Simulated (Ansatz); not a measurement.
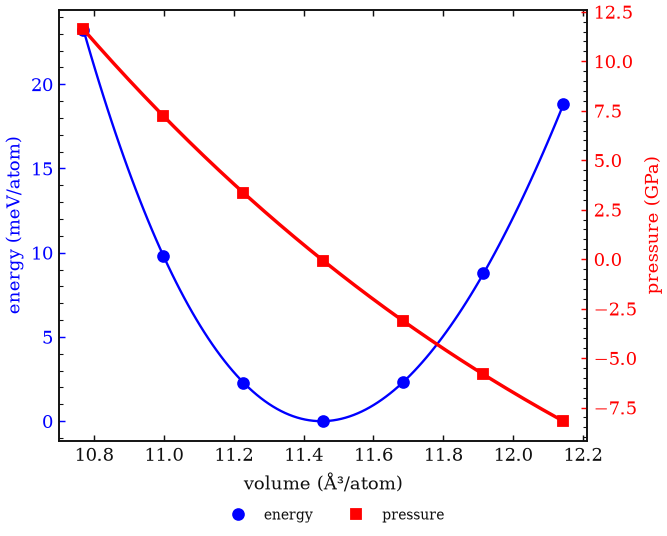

**Figure.** Energy and pressure against volume for Cu, space group P6_3/mmc (No. 194).

A third-order Birch–Murnaghan fit gives V0 = 11.45 Å³/atom, B0 = 162 GPa and B′ = 5.1. The energy is 23.24 meV/atom at volume 10.77 Å³/atom and 18.82 meV/atom at 12.14 Å³/atom; the lowest computed point is at volume 11.46 Å³/atom (0.00 meV/atom). The pressure falls from 11.62 GPa at volume 10.77 Å³/atom to −8.19 GPa at 12.14 Å³/atom, and changes sign near 11.45 Å³/atom.

How it was computed, with Ansatz 0.2.0: plane-wave DFT, no spin polarisation; energies at scaled volumes of the given cell, shape and fractions fixed, counted from the fit's minimum, third-order Birch-Murnaghan fit. Level: r2SCAN.

k mesh 12×12×4; occupations Fermi–Dirac; smearing width 0.05 eV; potentials Ansatz PAW; wave cutoff 500 eV; density cutoff 2000 eV.

Structure:
```cif
data_structure
_symmetry_space_group_name_H-M 'P 1'
_symmetry_Int_Tables_number 1
_cell_length_a 2.5308
_cell_length_b 2.5308
_cell_length_c 8.2618
_cell_angle_alpha 90.000
_cell_angle_beta 90.000
_cell_angle_gamma 120.000
_cell_volume 45.83
loop_
_atom_site_label
_atom_site_type_symbol
_atom_site_fract_x
_atom_site_fract_y
_atom_site_fract_z
_atom_site_occupancy
Cu1 Cu 0.66667 0.33333 0.75000 1
Cu2 Cu 0.00000 0.00000 0.50000 1
Cu3 Cu 0.33333 0.66667 0.25000 1
Cu4 Cu 0.00000 0.00000 0.00000 1
```

Limits of the calculation: shape and atomic fractions are frozen while scaling, which makes layered, chain and framework solids too stiff.
